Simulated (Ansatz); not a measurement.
# Two runs on GaP

System: GaP (F-43m, 2 atoms in the cell).
Method of the first run: DFT, PBEsol, plane waves, PAW, no spin polarisation (Ansatz 0.2.0).

Text and figures count atoms from 1; the logs count them from 0 in places.

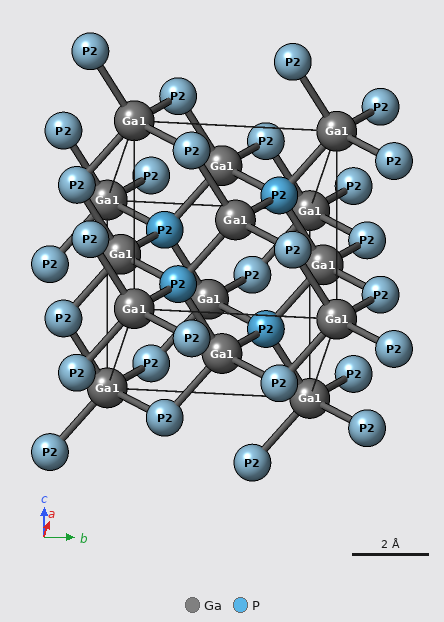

Fig. 1: The structure as given in the input (ball-and-stick view of the cell 4 times as large as that of the calculation, set on its symmetry axes, seen at an oblique angle; neighbours outside the cell are drawn fainter; atoms are numbered from 1 in the order of the input). Near neighbours in the crystal (not all of them lie inside the picture): Ga has 4 P at 2.33 Å; P has 4 Ga at 2.33 Å.

## The input, the first run
```yaml
crystal:
  lattice:
    - [0.0, 2.692, 2.692]
    - [2.692, 0.0, 2.692]
    - [2.692, 2.692, 0.0]
  atoms:
    - { symbol: Ga, position: [0.0, 0.0, 0.0] }
    - { symbol: P, position: [0.25, 0.25, 0.25] }
basis:
  ecutwfc: 420
kpoints:
  mp_grid: { grid: [10, 10, 10] }
hamiltonian:
  xc: pbesol
scf:
  occupations: { method: gaussian, width: 0.02 }
  mixing: { algorithm: msr1, beta: 0.2 }
output:
  forces: true
  eigenvalues: true
  stress: true
```

Command:
```bash
ansatz run input.yaml --threads 1 --pin off --max-ram 1228MiB --backend cpu --events-out ev --progress --plain --runs-dir out
```

Hardware: 1 thread of Intel Xeon (Granite Rapids), 64 GiB of memory available, shared host.

## Output, shortened to warnings, some set-up lines, iterations and results (the first run)
```
Basis set: ecut = 420 eV, 749 PW (Γ), exchange–correlation on 54×54×54 points (8 copies of the dense FFT grid, shifted against one another)
Symmetry: 24 space group operations
k-points: 47 of 1000 (time reversal used)
Initial density: superposition of atomic densities (neutral atoms: chi_scale 0, normalization atom), corrected by the library's trained network
[...]
SCF iter   1: F=—  HF=-4484.052126 eV  |F-HF|=—  |Δ(HF+E_count)|=         —  Δρ=4.56e-3  dr2=1.27e-2  ethr=1.77e-3  ⟨swp⟩=6.4  Hψ=4185  notcnv=0
SCF iter   2: F=—  HF=-4484.048529 eV  |F-HF|=—  |Δ(HF+E_count)|=   3.60e-3  Δρ=3.49e-3  dr2=5.42e-3  ethr=7.07e-5  ⟨swp⟩=2.1  Hψ=1172  notcnv=0
SCF iter   3: F=—  HF=-4484.047218 eV  |F-HF|=—  |Δ(HF+E_count)|=   1.31e-3  Δρ=1.06e-3  dr2=3.27e-4  ethr=3.01e-5  ⟨swp⟩=2.0  Hψ=1223  notcnv=0
SCF iter   4: F=—  HF=-4484.047031 eV  |F-HF|=—  |Δ(HF+E_count)|=   1.87e-4  Δρ=5.55e-4  dr2=7.67e-5  ethr=1.82e-6  ⟨swp⟩=2.1  Hψ=1090  notcnv=0
SCF iter   5: F=—  HF=-4484.047020 eV  |F-HF|=—  |Δ(HF+E_count)|=   1.13e-5  Δρ=2.16e-4  dr2=9.39e-6  ethr=4.26e-7  ⟨swp⟩=2.1  Hψ=1012  notcnv=0
SCF iter   6: F=—  HF=-4484.047017 eV  |F-HF|=—  |Δ(HF+E_count)|=   2.62e-6  Δρ=7.52e-5  dr2=1.04e-6  ethr=5.22e-8  ⟨swp⟩=2.2  Hψ=963  notcnv=0
SCF iter   7: F=—  HF=-4484.047017 eV  |F-HF|=—  |Δ(HF+E_count)|=   2.64e-7  Δρ=2.96e-5  dr2=1.61e-7  ethr=5.76e-9  ⟨swp⟩=2.0  Hψ=980  notcnv=0
SCF iter   8: F=-4484.047017 eV  HF=-4484.047017 eV  |F-HF|=2.34e-8  |Δ(HF+E_count)|=   6.37e-8  Δρ=1.05e-5  dr2=1.99e-8  ethr=5.56e-10  ⟨swp⟩=4.9  Hψ=2762  notcnv=0
SCF 1 converged in 8 iterations: F = -4484.047017 eV  dr2 = 1.99e-8
SCF converged after 8 iterations
Free energy (F): -4484.047017 eV
Harris-Foulkes:  -4484.047017 eV  (|F-HF|=2.34e-8)
Internal energy: -4484.047017 eV  (E = F + TS)
E sigma→0 (E₀):  -4484.047017 eV
Fermi energy:    8.176701 eV
--- Per-component energies (eV) ---
  E_band       = -53.455249
  E_kinetic    = 187.274041
  E_local      = -2176.917592  (includes V_loc(G=0)·N_el)
  E_nonlocal   = 460.092567
  E_hartree    = 1007.135215
  E_xc         = -130.286238
  E_vxc        = -119.802637  (∫ρ·V_xc dr)
  E_paw        = -2503.396010  (= ΣΔE_a)
  E_vpaw       = -418.380250  (= ΣTr[D̂ρ^β])
  E_aug_tail   = -0.000111  (compensation charges beyond the density's cutoff)
  E_ewald      = -1328.857962
  E_core_change = 0.909074  (= ΣΔE_core)
  E_smearing   = -0.000000  (= −TS)
  E_closure    = 0.000000  (closes the sum)
  Σ components = -4484.047017   (vs F -4484.047017, Δ=0.00e0)
--- Forces (eV/Å), atoms counted from 1 ---
  atom   1  Ga     0.00000000    -0.00000000     0.00000000
  atom   2  P     -0.00000000     0.00000000    -0.00000000
  max |Σ_I F_I| component: 1.48e-16 eV/Å
--- Stress (GPa, compression-positive) ---
        2.745889       0.000000      -0.000000
       -0.000000       2.745889       0.000000
       -0.000000       0.000000       2.745889
  P = ⅓ Tr σ = 2.7459 GPa (27.459 kbar)
```

The input of the second run differs as follows (lines with − go, lines with + come):
```diff
-  mixing: { algorithm: msr1, beta: 0.2 }
```

What does this change do to the results?

Both reach the same energy, so the change doesn't alter the result. The SCF takes 6 iterations against 8.

## Output, shortened to warnings, some set-up lines, iterations and results (the second run)
```
Basis set: ecut = 420 eV, 749 PW (Γ), exchange–correlation on 54×54×54 points (8 copies of the dense FFT grid, shifted against one another)
Symmetry: 24 space group operations
k-points: 47 of 1000 (time reversal used)
Initial density: superposition of atomic densities (neutral atoms: chi_scale 0, normalization atom), corrected by the library's trained network
[...]
SCF iter   1: F=—  HF=-4484.052126 eV  |F-HF|=—  |Δ(HF+E_count)|=         —  Δρ=4.56e-3  dr2=1.27e-2  ethr=1.77e-3  ⟨swp⟩=6.4  Hψ=4185  notcnv=0
SCF iter   2: F=—  HF=-4484.047210 eV  |F-HF|=—  |Δ(HF+E_count)|=   4.92e-3  Δρ=1.82e-3  dr2=9.32e-4  ethr=7.07e-5  ⟨swp⟩=3.1  Hψ=1416  notcnv=0
SCF iter   3: F=—  HF=-4484.047035 eV  |F-HF|=—  |Δ(HF+E_count)|=   1.75e-4  Δρ=5.00e-4  dr2=1.02e-4  ethr=5.18e-6  ⟨swp⟩=2.0  Hψ=1222  notcnv=0
SCF iter   4: F=—  HF=-4484.047006 eV  |F-HF|=—  |Δ(HF+E_count)|=   2.92e-5  Δρ=2.62e-4  dr2=1.67e-5  ethr=5.68e-7  ⟨swp⟩=2.0  Hψ=1032  notcnv=0
SCF iter   5: F=—  HF=-4484.047017 eV  |F-HF|=—  |Δ(HF+E_count)|=   1.09e-5  Δρ=3.84e-5  dr2=2.92e-7  ethr=9.26e-8  ⟨swp⟩=2.0  Hψ=752  notcnv=0
SCF iter   6: F=-4484.047017 eV  HF=-4484.047017 eV  |F-HF|=9.24e-9  |Δ(HF+E_count)|=   3.08e-7  Δρ=7.19e-6  dr2=9.46e-9  ethr=5.56e-10  ⟨swp⟩=7.0  Hψ=3197  notcnv=0
SCF 1 converged in 6 iterations: F = -4484.047017 eV  dr2 = 9.46e-9
SCF converged after 6 iterations
Free energy (F): -4484.047017 eV
Harris-Foulkes:  -4484.047017 eV  (|F-HF|=9.24e-9)
Internal energy: -4484.047017 eV  (E = F + TS)
E sigma→0 (E₀):  -4484.047017 eV
Fermi energy:    8.176667 eV
--- Per-component energies (eV) ---
  E_band       = -53.460487
  E_kinetic    = 187.273646
  E_local      = -2176.923799  (includes V_loc(G=0)·N_el)
  E_nonlocal   = 460.092188
  E_hartree    = 1007.140711
  E_xc         = -130.286063
  E_vxc        = -119.802386  (∫ρ·V_xc dr)
  E_paw        = -2503.394701  (= ΣΔE_a)
  E_vpaw       = -418.377307  (= ΣTr[D̂ρ^β])
  E_aug_tail   = -0.000111  (compensation charges beyond the density's cutoff)
  E_ewald      = -1328.857962
  E_core_change = 0.909074  (= ΣΔE_core)
  E_smearing   = -0.000000  (= −TS)
  E_closure    = -0.000000  (closes the sum)
  Σ components = -4484.047017   (vs F -4484.047017, Δ=0.00e0)
--- Forces (eV/Å), atoms counted from 1 ---
  atom   1  Ga     0.00000000    -0.00000000    -0.00000000
  atom   2  P     -0.00000000     0.00000000     0.00000000
  max |Σ_I F_I| component: 1.85e-17 eV/Å
--- Stress (GPa, compression-positive) ---
        2.745956       0.000000      -0.000000
        0.000000       2.745956       0.000000
       -0.000000       0.000000       2.745956
  P = ⅓ Tr σ = 2.7460 GPa (27.460 kbar)
```

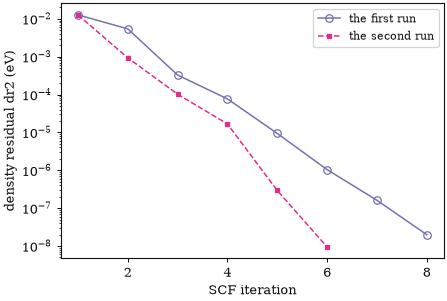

Fig. 2: Convergence of the two runs: density residual dr2 against the SCF iteration. The first run takes 8 iterations in all, and the second run takes 6.

## The two runs side by side

```csv
quantity,the first run,the second run
outcome,converged,converged
free energy per atom (eV),−2242.0235,−2242.0235
gap on the mesh (eV),1.42,1.42
pressure (GPa),2.75,2.75
largest force (eV/Å),0.000,0.000
SCF iterations,8,6
irreducible k-points,47,47
plane waves at Γ,749,749
wall time (shared host),1.4 s,1.2 s
```
